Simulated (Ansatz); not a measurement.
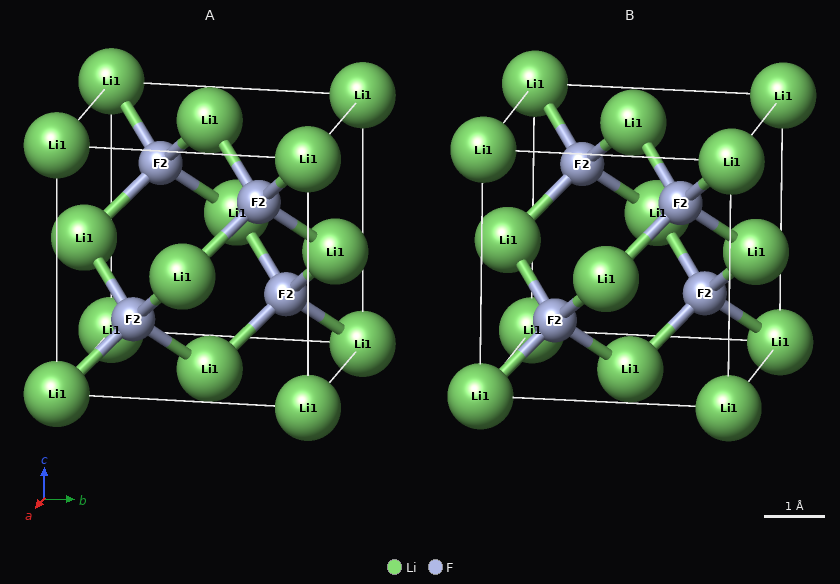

Two geometries of crystalline LiF (built on the zincblende type) at its r2SCAN-relaxed geometry: one is the relaxed structure, the other was perturbed away from it. Style: ball-and-stick. Shown: the conventional cell (4 times the calculation's cell), slightly off an axis. Lengths and directions refer to the drawn axes.

All numbers below come from DFT, r2SCAN, plane waves, PAW in Ansatz. Settings: plane-wave cutoff 500 eV; k-point mesh 10 × 10 × 10; occupations fixed; no spin polarisation.

Question: Which is the distorted one, and what does the distortion cost?

Answer: Structure B is the perturbed one. The cell is strained by −3.0 % along [1 −1 1] and none across it (volume −3.0 %). The atoms were relaxed with r2SCAN under that strain, and this is a single point on that geometry. It costs 3.1 meV per atom. The pressure goes from 0.0 to 1.9 GPa. The principal stresses (compression positive) are 3.4 GPa along [1 −1 1] and 1.2 GPa across it. The forces stay under 0.01 eV/Å. The band gap: 8.66 eV before, 8.76 eV after. Among the bonded contacts that change: F–Li 1.857 → 1.831 to 1.842 Å. The space group (tolerance 0.01 Å) goes from F-43m (No. 216) to R3m (No. 160).
